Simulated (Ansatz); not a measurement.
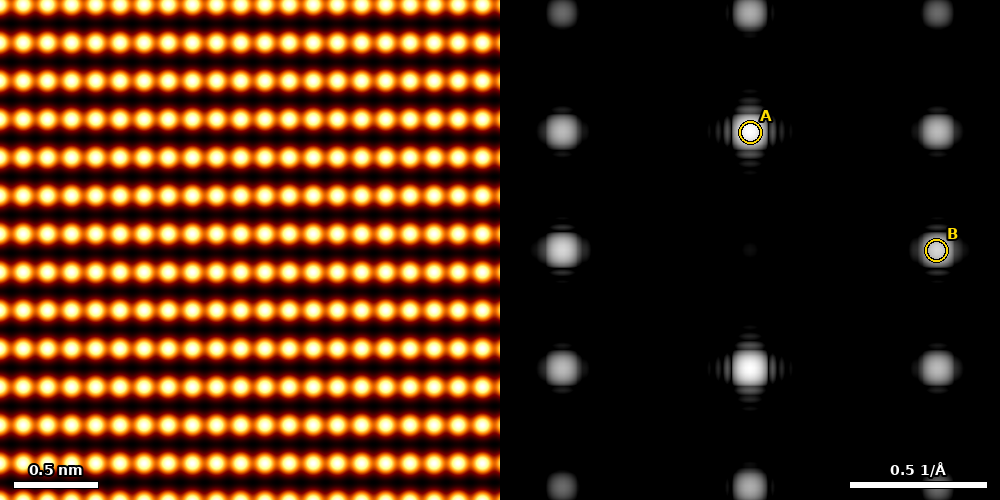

Z-contrast image of Ti (P6_3/mmc, No. 194) along [210]. Simulated incoherent Z contrast: every atom adds Z^1.7 spread by a probe of 0.93 Å full width; channelling and multiple scattering are left out. The probe carries 25 % of its weight in a tail 2.5 times as wide. The display is stretched by a gamma of 0.8; percentages refer to the linear signal. Structure used: the geometry relaxed with DFT PBEsol, scalar-relativistic, plane waves, PAW in Ansatz.

The right panel is the modulus of the image's Fourier transform on a logarithmic scale.

a = 2.900 Å, b = 2.900 Å, c = 4.589 Å, α = 90.00°, β = 90.00°, γ = 120.00°

**Index the marked spots and give their plane spacings (the zone axis points at the viewer; indices equivalent by symmetry, or all signs reversed, are as good).**

A: (0 0 -2), d = 2.29 Å; B: (1 -2 0), d = 1.45 Å. A and B enclose 90°, and every spot obeys the zone law hu + kv + lw = 0 for [210].
